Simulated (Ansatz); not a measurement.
## Run report: TiO2, geometry relaxation (part 2 of 2)

Continued. System: TiO2 (6 atoms in the cell). Method: DFT PBEsol, scalar-relativistic, plane waves, PAW, no spin polarisation (Ansatz 0.2.0); cutoff 420 eV, 10×10×10 k-mesh, Gaussian smearing of 0.02 eV. The structure derives from an entry of the Crystallography Open Database.

Geometry of the input (Å; fractional positions):
```
-1.8921  1.8921  4.7573
1.8921  -1.8921  4.7573
1.8921  1.8921  -4.7573
Ti 0.0000  0.0000  0.0000
Ti 0.7500  0.2500  0.5000
O  0.2081  0.2081  0.0000
O  0.9581  0.4581  0.5000
O  0.5419  0.0419  0.5000
O  0.7919  0.7919  0.0000
```

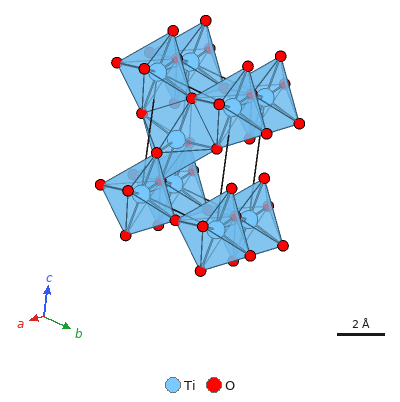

Figure 1. The geometry at step 3 of the log (polyhedral view of the reduced cell, seen slightly off an axis; polyhedra are completed across the faces of the cell).

Log, continued
```
SCF iter   1: F=—  HF=-7199.733254 eV  |F-HF|=—  |Δ(HF+E_count)|=         —  Δρ=9.84e-5  dr2=3.20e-7  ethr=8.25e-9  ⟨swp⟩=3.9  Hψ=22144  notcnv=0
SCF iter   2: F=—  HF=-7199.733262 eV  |F-HF|=—  |Δ(HF+E_count)|=   8.54e-6  Δρ=4.90e-5  dr2=9.73e-8  ethr=6.66e-10  ⟨swp⟩=2.1  Hψ=4677  notcnv=0
SCF iter   3: F=—  HF=-7199.733274 eV  |F-HF|=—  |Δ(HF+E_count)|=   1.20e-5  Δρ=2.52e-5  dr2=3.88e-7  ethr=2.03e-10  ⟨swp⟩=2.7  Hψ=5805  notcnv=0  recentre
SCF iter   4: F=—  HF=-7199.733275 eV  |F-HF|=—  |Δ(HF+E_count)|=   2.52e-7  Δρ=2.89e-6  dr2=1.45e-9  ethr=2.03e-10  ⟨swp⟩=2.0  Hψ=4692  notcnv=0
SCF iter   5: F=—  HF=-7199.733275 eV  |F-HF|=—  |Δ(HF+E_count)|=   2.41e-8  Δρ=5.78e-7  dr2=6.31e-11  ethr=3.03e-12  ⟨swp⟩=2.1  Hψ=4641  notcnv=0
SCF iter   6: F=-7199.733275 eV  HF=-7199.733275 eV  |F-HF|=1.82e-12  |Δ(HF+E_count)|=  5.76e-10  Δρ=6.43e-8  dr2=1.23e-12  ethr=1.00e-12  ⟨swp⟩=6.0  Hψ=12986  notcnv=0
SCF 6 converged in 6 iterations: F = -7199.733275 eV  dr2 = 1.23e-12
relax step   6: F+E_penalty+E_count = -7199.73327458 eV  Δ(F+E_penalty+E_count) = +1.058e-3 eV  max|allowed force component| = 1.297e-4 eV/Å  Δτ_max = 0.0000 Å  P = -0.029 GPa  Ω = 67.872 Å³  stress off target by 5.47e-2 GPa  SCF on the basis re-selected at this cell (its energy is not comparable with the rows above)  (6 SCF iters)
basis re-selected at this cell: Δ(F+E_penalty+E_count) = +1.058e-3 eV, ΔP = -0.029 GPa vs the last step (what re-selecting the basis moved, of the pressure what is left beyond the Pulay correction that the steps carried, after the strain that the cell walked since its last selection, with what the two solves' SCF thresholds leave and, on support functions, any second-order correction that the steps lacked; it is no measure of the basis error at this ecutwfc). This SCF's stress stands 5.47e-2 GPa from its target on what of the cell is left free (relax.cell.stress_tol is 5.00e-2 GPa) and its largest allowed force component is 1.30e-4 eV/Å (relax.f_tol is 5.00e-3 eV/Å): not within both, so this SCF does not close the relaxation
Crystal: 6 atoms, lattice volume = 67.871 Å³
iter 1 solved again at ethr=3.77e-9 eV; its pass at ethr=3.10e-3 eV (dr2=1.81e-6 eV) is discarded
SCF iter   1: F=—  HF=-7199.733317 eV  |F-HF|=—  |Δ(HF+E_count)|=         —  Δρ=8.55e-5  dr2=2.28e-6  ethr=3.77e-9  ⟨swp⟩=3.1  Hψ=18867  notcnv=0
preconditioner: auto → none  [insulator: Δε(μ)=2.122 eV  Ē_g=9.672 eV  σ=0.020 eV  W_gap=1.00  n_scr=14 (ndim 8)  ℏωp=25.5 eV  f_vac=0.097  D(μ)=0.00/eV (n_scr^D=0)  ε∞_Penn≈7.9]
SCF iter   2: F=—  HF=-7199.733288 eV  |F-HF|=—  |Δ(HF+E_count)|=   2.92e-5  Δρ=4.21e-5  dr2=8.16e-7  ethr=3.77e-9  ⟨swp⟩=2.0  Hψ=4692  notcnv=0
SCF iter   3: F=—  HF=-7199.733288 eV  |F-HF|=—  |Δ(HF+E_count)|=   1.80e-7  Δρ=4.74e-5  dr2=1.46e-6  ethr=1.70e-9  ⟨swp⟩=2.0  Hψ=4692  notcnv=0
SCF iter   4: F=—  HF=-7199.733288 eV  |F-HF|=—  |Δ(HF+E_count)|=   2.60e-7  Δρ=6.44e-6  dr2=1.18e-8  ethr=1.70e-9  ⟨swp⟩=2.0  Hψ=4360  notcnv=0
SCF iter   5: F=-7199.733288 eV  HF=-7199.733288 eV  |F-HF|=1.37e-10  |Δ(HF+E_count)|=   5.64e-9  Δρ=1.47e-6  dr2=5.68e-10  ethr=1.56e-11  ⟨swp⟩=7.0  Hψ=16252  notcnv=0
SCF 7 converged in 5 iterations: F = -7199.733288 eV  dr2 = 5.68e-10
relax step   7: F+E_penalty+E_count = -7199.73328816 eV  Δ(F+E_penalty+E_count) = -1.358e-5 eV  max|allowed force component| = 7.990e-5 eV/Å  Δτ_max = 0.0005 Å  P = +0.000 GPa  Ω = 67.871 Å³  energy of the carried Pulay correction = +5.621e-6 eV  (5 SCF iters, dr2 threshold 7.48e-9 eV, accepted)
iter 1 solved again at ethr=8.36e-9 eV; its pass at ethr=3.10e-3 eV (dr2=4.01e-6 eV) is discarded
SCF iter   1: F=—  HF=-7199.733283 eV  |F-HF|=—  |Δ(HF+E_count)|=         —  Δρ=5.67e-5  dr2=4.58e-8  ethr=8.36e-9  ⟨swp⟩=3.9  Hψ=22223  notcnv=0
SCF iter   2: F=—  HF=-7199.733269 eV  |F-HF|=—  |Δ(HF+E_count)|=   1.45e-5  Δρ=2.83e-5  dr2=1.17e-8  ethr=9.53e-11  ⟨swp⟩=2.0  Hψ=5487  notcnv=0
SCF iter   3: F=—  HF=-7199.733274 eV  |F-HF|=—  |Δ(HF+E_count)|=   5.03e-6  Δρ=3.79e-6  dr2=9.67e-9  ethr=2.44e-11  ⟨swp⟩=2.0  Hψ=4342  notcnv=0
SCF iter   4: F=-7199.733274 eV  HF=-7199.733274 eV  |F-HF|=8.05e-10  |Δ(HF+E_count)|=  5.27e-10  Δρ=4.84e-7  dr2=4.70e-11  ethr=1.00e-12  ⟨swp⟩=5.5  Hψ=16579  notcnv=0
SCF 8 converged in 4 iterations: F = -7199.733274 eV  dr2 = 4.70e-11
relax step   8: F+E_penalty+E_count = -7199.73327373 eV  Δ(F+E_penalty+E_count) = +1.443e-5 eV  max|allowed force component| = 9.393e-5 eV/Å  Δτ_max = 0.0000 Å  P = -0.000 GPa  Ω = 67.871 Å³  stress off target by 6.30e-3 GPa  SCF on the basis re-selected at this cell (its energy is not comparable with the rows above)  (4 SCF iters)
basis re-selected at this cell: Δ(F+E_penalty+E_count) = +1.443e-5 eV, ΔP = -0.000 GPa vs the last step (what re-selecting the basis moved, of the pressure what is left beyond the Pulay correction that the steps carried, after the strain that the cell walked since its last selection, with what the two solves' SCF thresholds leave and, on support functions, any second-order correction that the steps lacked; it is no measure of the basis error at this ecutwfc). This SCF's stress stands 6.30e-3 GPa from its target on what of the cell is left free (relax.cell.stress_tol is 5.00e-2 GPa) and its largest allowed force component is 9.39e-5 eV/Å (relax.f_tol is 5.00e-3 eV/Å): within both
SCF converged after 4 iterations
Free energy (F): -7199.733274 eV
Harris-Foulkes:  -7199.733274 eV  (|F-HF|=8.05e-10)
Internal energy: -7199.733274 eV  (E = F + TS)
E sigma→0 (E₀):  -7199.733274 eV
Fermi energy:    8.308993 eV
--- Per-component energies (eV) ---
  E_band       = -455.546297
  E_kinetic    = 1245.130797
  E_local      = -3561.257592  (includes V_loc(G=0)·N_el)
  E_nonlocal   = 200.327533
  E_hartree    = 1377.666747
  E_xc         = -486.981647
  E_vxc        = -619.857506  (∫ρ·V_xc dr)
  E_paw        = -2649.020422  (= ΣΔE_a)
  E_vpaw       = -475.232942  (= ΣTr[D̂ρ^β])
  E_aug_tail   = 0.009926  (compensation charges beyond the density's cutoff)
  E_ewald      = -3326.028536
  E_core_change = 0.419920  (= ΣΔE_core)
  E_smearing   = -0.000000  (= −TS)
  E_closure    = -0.000000  (closes the sum)
  Σ components = -7199.733274   (vs F -7199.733274, Δ=0.00e0)
--- Forces (eV/Å), atoms counted from 1 ---
  atom   1  Ti     0.00000000    -0.00000000     0.00000000
  atom   2  Ti     0.00000000    -0.00000000     0.00000000
  atom   3  O     -0.00000000     0.00000000    -0.00009393
  atom   4  O      0.00000000     0.00000000    -0.00009393
  atom   5  O     -0.00000000    -0.00000000     0.00009393
  atom   6  O      0.00000000    -0.00000000     0.00009393
  max |Σ_I F_I| component: 3.31e-18 eV/Å
--- Stress (GPa, compression-positive) ---
       -0.003164       0.000000       0.000000
        0.000000      -0.003164      -0.000000
        0.000000       0.000000       0.006299
  P = ⅓ Tr σ = -0.0000 GPa (-0.000 kbar)
--- Band table (eV; the first three rows and the last of 102) ---
  k-point 0: bands = ["-48.7836", "-48.7205", "-25.3908", "-25.1439", "-25.1439", "-25.0701", "-25.0701", "-24.9766", "-10.3477", "-9.2971", "-9.1544", "-8.8045", "3.2531", "3.3876", "3.3876", "3.7622", "5.1547", "5.1547", "5.2311", "6.4786", "6.4882", "6.4882", "6.7876", "6.7876", "9.3698", "10.1213", "11.3214", "11.3214", "11.3410", "11.3410"]
  k-point 1: bands = ["-48.7816", "-48.7216", "-25.3897", "-25.1630", "-25.1504", "-25.0810", "-25.0702", "-24.9732", "-10.2480", "-9.2353", "-9.1116", "-8.7746", "3.1762", "3.2325", "3.2724", "3.7710", "4.9533", "5.2548", "5.3435", "6.2523", "6.2780", "6.2959", "6.5101", "6.9189", "9.8119", "10.1848", "10.8963", "11.1297", "11.1638", "11.2978"]
  k-point 2: bands = ["-48.7760", "-48.7250", "-25.3867", "-25.2091", "-25.1671", "-25.1096", "-25.0681", "-24.9706", "-9.9727", "-9.0788", "-8.9945", "-8.6976", "2.7837", "3.0174", "3.1644", "3.8585", "4.5381", "5.0785", "5.2473", "5.5421", "5.6711", "6.0991", "6.6527", "7.0206", "10.2254", "10.4537", "10.6148", "10.9360", "11.0084", "11.4513"]
  k-point 101: bands = ["-48.7521", "-48.7521", "-25.1875", "-25.1875", "-25.1684", "-25.1684", "-25.0452", "-25.0452", "-9.7472", "-9.7472", "-9.0802", "-9.0802", "3.4746", "3.4746", "3.5125", "3.5125", "5.1701", "5.1701", "5.8911", "5.8911", "5.9932", "5.9932", "7.1495", "7.1495", "9.7319", "9.7319", "11.0795", "11.0795", "11.5939", "11.5939"]
--- Relaxed structure (6 steps of the walk, 6 accepted, 2 SCFs on fresh bases) ---
  F+E_penalty+E_count = -7199.73327373 eV   max|allowed force component| = 9.393e-5 eV/Å   (the final SCF, on the basis selected at the relaxed cell)
  cell:  # Å, volume = 67.8711 Å³
    - [-1.884891628715211, 1.884891628715211, 4.775866451176878]
    - [1.884891628715211, -1.884891628715211, 4.775866451176878]
    - [1.884891628715211, 1.884891628715211, -4.775866451176878]
  atoms:
    - { symbol: Ti, position: [3.79838063777599e-21, 3.798380637775928e-21, -8.435942052938835e-35] }
    - { symbol: Ti, position: [0.75, 0.25000000000000006, 0.5] }
    - { symbol: O, position: [0.20752759796901843, 0.20752759796901843, 6.776698202807217e-35] }
    - { symbol: O, position: [0.9575275979690183, 0.4575275979690184, 0.5000000000000001] }
    - { symbol: O, position: [0.5424724020309817, 0.042472402030981564, 0.5000000000000001] }
    - { symbol: O, position: [0.7924724020309817, 0.7924724020309817, -2.828563342213081e-35] }
```

Trajectory as extended XYZ (Å, eV, eV/Å), 8 frames, from step=1 to step=8
```
6
Lattice="-1.8921 1.8921 4.7573 1.8921 -1.8921 4.7573 1.8921 1.8921 -4.7573" Properties=species:S:1:pos:R:3:forces:R:3 step=1 energy=-7199.73135 pressure_GPa=-1.06
Ti    0.0000    0.0000    0.0000    0.0000   0.0000   0.0000
Ti    0.0000    1.8921    2.3786    0.0000   0.0000   0.0000
O     0.0000    0.0000    1.9800    0.0000   0.0000  -0.0092
O     0.0000    1.8921    4.3586    0.0000   0.0000  -0.0092
O     0.0000    1.8921    0.3987    0.0000   0.0000   0.0092
O     0.0000    0.0000    7.5346    0.0000   0.0000   0.0092
6
Lattice="-1.8891 1.8891 4.7581 1.8891 -1.8891 4.7581 1.8891 1.8891 -4.7581" Properties=species:S:1:pos:R:3:forces:R:3 step=2 energy=-7199.73358 pressure_GPa=-0.32
Ti    0.0000    0.0000    0.0000    0.0000   0.0000   0.0000
Ti    0.0000    1.8891    2.3790    0.0000   0.0000   0.0000
O     0.0000    0.0000    1.9791    0.0000   0.0000   0.0056
O     0.0000    1.8891    4.3581    0.0000   0.0000   0.0056
O     0.0000    1.8891    0.3999    0.0000   0.0000  -0.0056
O     0.0000    0.0000    7.5370    0.0000   0.0000  -0.0056
6
Lattice="-1.8864 1.8864 4.7646 1.8864 -1.8864 4.7646 1.8864 1.8864 -4.7646" Properties=species:S:1:pos:R:3:forces:R:3 step=3 energy=-7199.73448 pressure_GPa=0.10
Ti    0.0000    0.0000    0.0000    0.0000   0.0000   0.0000
Ti    0.0000    1.8864    2.3823    0.0000   0.0000   0.0000
O     0.0000    0.0000    1.9801    0.0000   0.0000   0.0058
O     0.0000    1.8864    4.3624    0.0000   0.0000   0.0058
O     0.0000    1.8864    0.4022    0.0000   0.0000  -0.0058
O     0.0000    0.0000    7.5491    0.0000   0.0000  -0.0058
6
Lattice="-1.8855 1.8855 4.7703 1.8855 -1.8855 4.7703 1.8855 1.8855 -4.7703" Properties=species:S:1:pos:R:3:forces:R:3 step=4 energy=-7199.73448 pressure_GPa=0.09
Ti    0.0000    0.0000    0.0000    0.0000   0.0000   0.0000
Ti    0.0000    1.8855    2.3851    0.0000   0.0000   0.0000
O     0.0000    0.0000    1.9813    0.0000   0.0000   0.0009
O     0.0000    1.8855    4.3664    0.0000   0.0000   0.0009
O     0.0000    1.8855    0.4038    0.0000   0.0000  -0.0009
O     0.0000    0.0000    7.5592    0.0000   0.0000  -0.0009
6
Lattice="-1.8853 1.8853 4.7738 1.8853 -1.8853 4.7738 1.8853 1.8853 -4.7738" Properties=species:S:1:pos:R:3:forces:R:3 step=5 energy=-7199.73433 pressure_GPa=0.00
Ti    0.0000    0.0000    0.0000    0.0000   0.0000   0.0000
Ti    0.0000    1.8853    2.3869    0.0000   0.0000   0.0000
O     0.0000    0.0000    1.9819    0.0000   0.0000   0.0000
O     0.0000    1.8853    4.3688    0.0000   0.0000   0.0000
O     0.0000    1.8853    0.4050    0.0000   0.0000   0.0000
O     0.0000    0.0000    7.5656    0.0000   0.0000   0.0000
6
Lattice="-1.8853 1.8853 4.7738 1.8853 -1.8853 4.7738 1.8853 1.8853 -4.7738" Properties=species:S:1:pos:R:3:forces:R:3 step=6 energy=-7199.73327 pressure_GPa=-0.03
Ti    0.0000    0.0000    0.0000    0.0000   0.0000   0.0000
Ti    0.0000    1.8853    2.3869    0.0000   0.0000   0.0000
O     0.0000    0.0000    1.9819    0.0000   0.0000  -0.0001
O     0.0000    1.8853    4.3688    0.0000   0.0000  -0.0001
O     0.0000    1.8853    0.4050    0.0000   0.0000   0.0001
O     0.0000    0.0000    7.5656    0.0000   0.0000   0.0001
6
Lattice="-1.8849 1.8849 4.7759 1.8849 -1.8849 4.7759 1.8849 1.8849 -4.7759" Properties=species:S:1:pos:R:3:forces:R:3 step=7 energy=-7199.73329 pressure_GPa=0.00
Ti    0.0000    0.0000    0.0000    0.0000   0.0000   0.0000
Ti    0.0000    1.8849    2.3879    0.0000   0.0000   0.0000
O     0.0000    0.0000    1.9822    0.0000   0.0000  -0.0001
O     0.0000    1.8849    4.3702    0.0000   0.0000  -0.0001
O     0.0000    1.8849    0.4057    0.0000   0.0000   0.0001
O     0.0000    0.0000    7.5695    0.0000   0.0000   0.0001
6
Lattice="-1.8849 1.8849 4.7759 1.8849 -1.8849 4.7759 1.8849 1.8849 -4.7759" Properties=species:S:1:pos:R:3:forces:R:3 step=8 energy=-7199.73327 pressure_GPa=-0.00
Ti    0.0000    0.0000    0.0000    0.0000   0.0000   0.0000
Ti    0.0000    1.8849    2.3879    0.0000   0.0000   0.0000
O     0.0000    0.0000    1.9822    0.0000   0.0000  -0.0001
O     0.0000    1.8849    4.3702    0.0000   0.0000  -0.0001
O     0.0000    1.8849    0.4057    0.0000   0.0000   0.0001
O     0.0000    0.0000    7.5695    0.0000   0.0000   0.0001
```

Summary

```csv
quantity,value
outcome,converged
space group (tolerance 0.01 Å),I4₁/amd (141)
electrons treated,48
free energy,−7199.7333 eV
Fermi energy,8.309 eV
gap on the k-point mesh,2.12 eV
pressure,0.00 GPa
final volume,67.87 Å³
largest force (length of the vector) at the end,under 0.001 eV/Å
final cell,"a = 5.469 Å, b = 5.469 Å, c = 5.469 Å, α = 139.68°, β = 139.68°, γ = 58.34°"
hardware,"4 threads of Arm Neoverse N1, 98 GiB of memory available, shared host"
wall time,54 s (CPU time 3.5 min)
peak memory,0.53 GiB
```
